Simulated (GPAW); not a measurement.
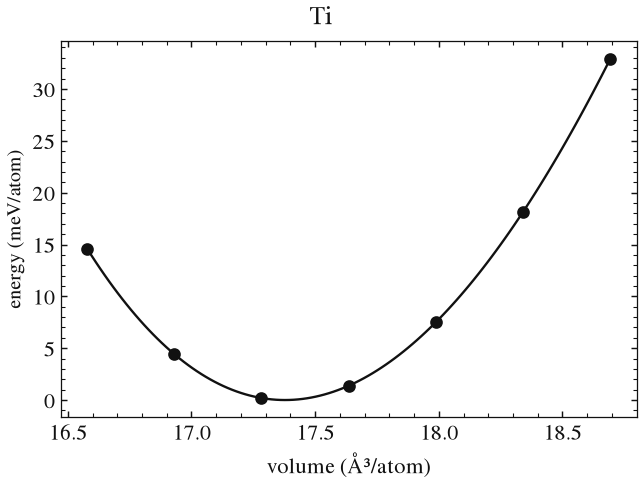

The plot gives the computed energy against volume for Ti, space group P6_3/mmc (No. 194).

Structure:
```xyz
2
Lattice="2.9500 0.0000 0.0000 -1.4750 2.5548 0.0000 0.0000 0.0000 4.6800" Properties=species:S:1:pos:R:3 pbc="T T T"
Ti    1.4750    0.8516    3.5100
Ti    0.0000    1.7032    1.1700
```

Calculation (GPAW 26.7.0): PAW DFT in plane waves, on a grid or in atomic orbitals, no spin polarisation; energies at scaled volumes of the given cell, shape and fractions fixed, counted from the fit's minimum, third-order Birch-Murnaghan fit. Level: r2SCAN.

- k mesh: 8×8×5
- occupations: Fermi–Dirac
- smearing width: 0.05 eV
- potentials: GPAW PAW data sets (gpaw data 1.2.1)
- wave cutoff: 600 eV
- program settings: basis pw

From this curve and the settings, what does the calculation give for the pressure at the same points?

The pressure falls from 5.23 GPa at volume 16.58 Å³/atom to −8.31 GPa at 18.69 Å³/atom, and changes sign near 17.26 Å³/atom.

| volume (Å³/atom) | pressure (GPa) |
| --- | --- |
| 16.58 | 5.23 |
| 16.93 | 2.43 |
| 17.28 | −0.13 |
| 17.64 | −2.46 |
| 17.99 | −4.60 |
| 18.34 | −6.54 |
| 18.69 | −8.31 |

Caveats: the fit and the printed pressures don't fully agree; shape and atomic fractions are frozen while scaling, which makes layered, chain and framework solids too stiff.
